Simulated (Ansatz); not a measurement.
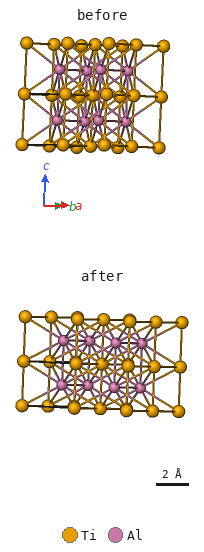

The structure of crystalline TiAl (set up in P1) before (top) and after (bottom) a relaxation, at one scale.

Style: ball-and-stick. Shown: the cell of the calculation, repeated 2 × 2 × 2 with one cell outlined, from a free direction.

Case: cell sheared at random, sigma 0.06, atoms nudged by 0.01 Å; relaxed back.

Method: DFT PBEsol, scalar-relativistic, plane waves, PAW (Ansatz 0.2.0). Settings: plane-wave cutoff 420 eV; k-point mesh 10 × 10 × 10; occupations gaussian; smearing width 0.15 eV; no spin polarisation; cell and atoms relaxed; force threshold 0.01 eV/Å; at most 80 steps.

> What changed between the two?

Over 9 accepted moves (11 points after the start) the energy falls by 159 meV per atom. The largest force component goes from 0.11 to 0.00012 eV/Å. Pressure: 1.21 GPa at the start and 0.00 GPa at the end. The SCF was repeated twice at an unchanged geometry on a basis and grid sized afresh for the cell, which shifted the energy by 13.0 meV per atom at most. The largest moves relative to the cell, 0.013 Å, are those of Ti and Al atoms. By element the largest moves are Ti 0.013 Å, Al 0.013 Å. The volume changes by +0.7 %, with a 3.252 → 4.049 Å (+24.5 %), b 3.031 → 2.792 Å (−7.9 %), c 3.192 → 2.792 Å (−12.5 %), α 92.1° → 90.0°, β 86.7° → 90.0°, γ 93.1° → 90.0°. Near-neighbour distances that change, for instance: Al–Al 3.192 → 2.792 Å, Ti–Ti 3.192 → 2.792 Å, Al–Al 3.031 → 2.792 Å, Ti–Ti 3.031 → 2.792 Å. The space group (tolerance 0.01 Å) goes from P1 (No. 1) to P4/mmm (No. 123). The run took 110 s on 1 thread of Intel(R) Xeon(R) 6975P-C (Granite Rapids), on a shared host, peak memory 0.59 GiB.
